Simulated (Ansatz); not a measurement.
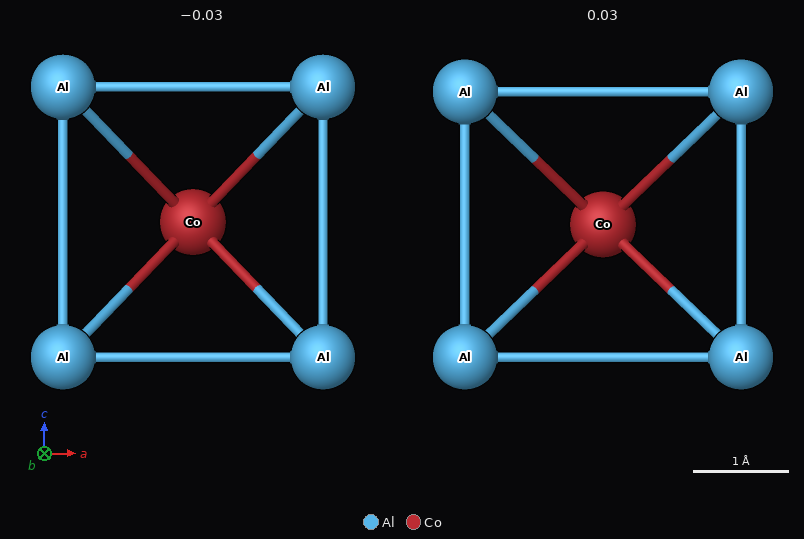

A crystal of AlCo (set up in Pm-3m), under uniaxial strain along a (b, c relaxed, atoms fixed by symmetry), with energies (extrapolated to zero smearing) counted from the relaxed crystal, which is the row at zero. The picture shows the first and the last member. A ball-and-stick model of the cell of the calculation, seen along the b axis.

Computed with Ansatz 0.2.0: DFT PBEsol, scalar-relativistic, plane waves, PAW. Settings: plane-wave cutoff 420 eV; k-point mesh 18 × 18 × 18; occupations gaussian; smearing width 0.1 eV; no spin polarisation; force threshold 0.008 eV/Å.

| strain | energy (meV/atom) | a (Å) | b (Å) |
| --- | --- | --- | --- |
| −0.03 | 9.11 | 2.738 | 2.847 |
| −0.02 | ? | ? | ? |
| −0.01 | 0.94 | 2.794 | 2.830 |
| 0.0 | 0.00 | 2.823 | 2.823 |
| 0.01 | 0.90 | 2.851 | 2.814 |
| 0.02 | 3.34 | 2.879 | 2.805 |
| 0.03 | 6.86 | 2.907 | 2.796 |

**Fill in the missing row.**

A parabola through three neighbouring rows (−0.03, −0.01, 0.0) gives, with Lagrange weights, (0.3333)(9.11) + (1.0000)(0.94) + (−0.3333)(0.00) = 3.98 meV/atom. The calculation gives 3.92 meV/atom (a = 2.766 Å, b = 2.839 Å). The estimate is 0.06 meV/atom too high. From the first member to the last: Al–Al 2.738 → 2.907 Å, Co–Co 2.738 → 2.907 Å, Co–Co 2.847 → 2.796 Å.

The whole series:

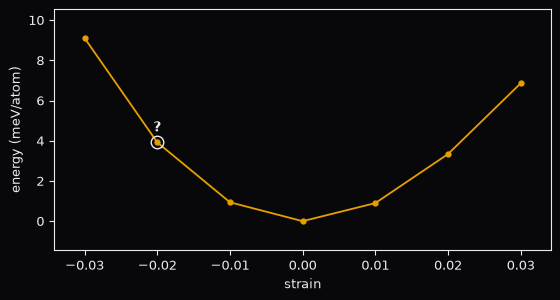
